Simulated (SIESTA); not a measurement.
# AgBr: 7 runs along one coordinate

System: AgBr (Fm-3m, 2 atoms in the cell).
Method: Kohn-Sham DFT of a periodic cell, PBE, PseudoDojo 0.4 standard, converted to PSML, no spin polarisation (SIESTA 5.4.2).

The 7 runs differ only in the geometry, by an even scaling of the cell at fixed fractional positions. The structure derives from an entry of the Crystallography Open Database.

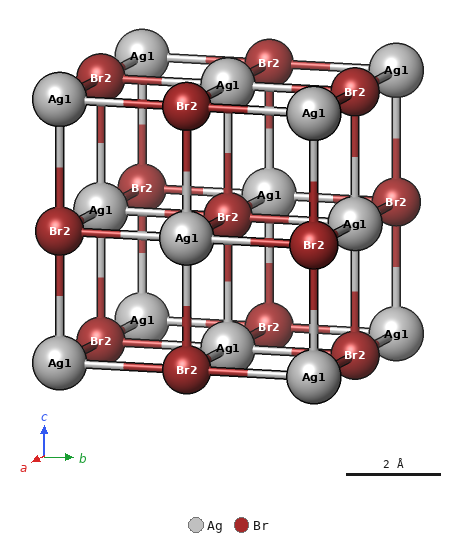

Figure 1. The structure of run 4 (ball-and-stick view of the cell 4 times as large as that of the calculation, set on its symmetry axes, seen slightly off an axis; atoms are numbered from 1 in the order of the input). An atom can appear more than once, as a periodic image.

### Input of run 4
```
SystemName                      AgBr
SystemLabel                     AgBr
NumberOfSpecies                 2
NumberOfAtoms                   2
%block ChemicalSpeciesLabel
  1  47 Ag
  2  35 Br
%endblock ChemicalSpeciesLabel

LatticeConstant                 1.0 Ang
%block LatticeVectors
     0.0000000000     2.8701500000     2.8701500000
     2.8701500000     0.0000000000     2.8701500000
     2.8701500000     2.8701500000     0.0000000000
%endblock LatticeVectors
AtomicCoordinatesFormat         Fractional
%block AtomicCoordinatesAndAtomicSpecies
     0.0000000000     0.0000000000     0.0000000000  1  Ag
     0.5000000000     0.5000000000     0.5000000000  2  Br
%endblock AtomicCoordinatesAndAtomicSpecies

%block kgrid.MonkhorstPack
    8   0   0  0.0
    0   8   0  0.0
    0   0   8  0.0
%endblock kgrid.MonkhorstPack
XC.Functional                   GGA
XC.Authors                      PBE
PAO.BasisSize                   DZP
PAO.EnergyShift                 0.003 Ry
Mesh.Cutoff                     800 Ry
OccupationFunction              FD
ElectronicTemperature           0.05 eV
MaxSCFIterations                120
SCF.MustConverge                false
SCF.Mixer.Method                Pulay
SCF.Mixer.Weight                0.25
SCF.Mixer.History               8
SCF.DM.Tolerance                5.0e-05
SCF.H.Tolerance                 1.0e-03 eV
WriteForces                     true
Charge.Mulliken                 end
Charge.Hirshfeld                end
Charge.Voronoi                  end
SaveRho                         true
SaveElectrostaticPotential      true
%block PAO.Basis
  Ag 5
  n=4 0 2
    2.721 0.000
  n=5 0 2
    7.985 0.000
  n=4 1 2
    3.101 0.000
  n=5 1 1
    7.985
  n=4 2 2
    5.129 0.000
%endblock PAO.Basis
```

Command:
```bash
siesta AgBr.fdf > AgBr.out 2>&1
```

Run 6 has the same physical settings and fractional positions; its lattice vectors (Å) are:
```
   0.000000    2.907919    2.907919
   2.907919    0.000000    2.907919
   2.907919    2.907919    0.000000
```

### Results, with one run withheld

```csv
run,volume per atom (Å³),"free energy per atom, from the lowest run given (meV)",pressure (GPa),gap on the mesh (eV)
1,22.225,46.78,6.31,1.00
2,22.698,30.30,4.87,1.00
3,23.171,17.90,3.59,1.00
4,23.644,8.99,2.50,0.99
5,24.116,3.26,1.41,1.00
6,24.589,?,?,?
7,25.062,0.00,−0.23,1.00
```

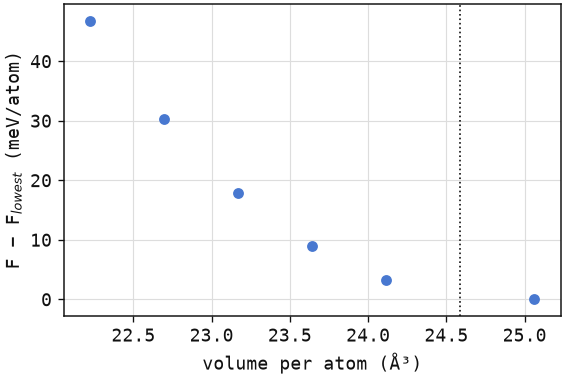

Figure 2. Free energy per atom of the runs given; the dotted line marks run 6.

What should run 6 give?

A cubic polynomial in V^(−2/3) (the Birch–Murnaghan form), fitted to the 6 runs given, misses them by at most 0.03 meV per atom. With x = V^(−2/3) − 0.12204 Å⁻², it reads F = 12.126 + 5203 x + 5.6265e+05 x² + 2.2938e+06 x³ (meV per atom). At run 6 it gives 0.37 meV per atom, and the run itself gives 0.45. The slope of the fit gives a pressure −dF/dV of 0.54 GPa there, and the run prints 0.53 GPa. The fit has its minimum at 24.899 Å³ per atom, where V d²F/dV² gives 41.7 GPa: the bulk modulus at this level, since symmetry fixes the shape and the positions.

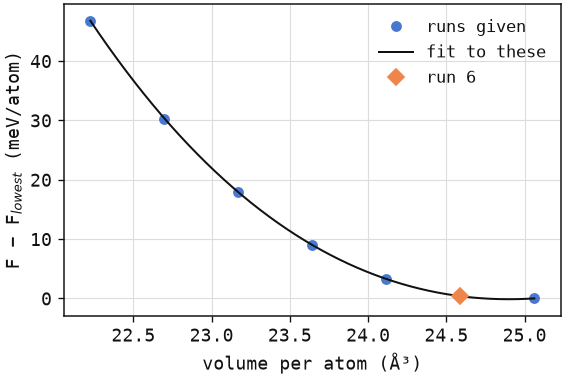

Figure 3. The fit and the withheld run.

### Some lines of the output (run 6)
```
[...]
outcell: Cell volume (Ang**3)        :     49.1787
stepf: Fermi-Dirac step function
siesta: Etot    =     -4645.058042
siesta: FreeEng =     -4645.058744
        iscf     Eharris(eV)        E_KS(eV)     FreeEng(eV)     dDmax    Ef(eV) dHmax(eV)
siesta: E_KS(eV) =            -4646.4647
siesta: E_KS - E_eggbox =     -4646.4647
siesta: Etot    =     -4646.464680
siesta: FreeEng =     -4646.464681
siesta:         Fermi =      -4.264557
siesta: Cell volume =         49.178708 Ang**3
    Orbital volume contribution        =           1.630446 eV
```

Notes: Points of doubt noted for this run: mulliken charges of long orbitals. With a small basis of atomic orbitals these values can differ much from converged plane-wave results.
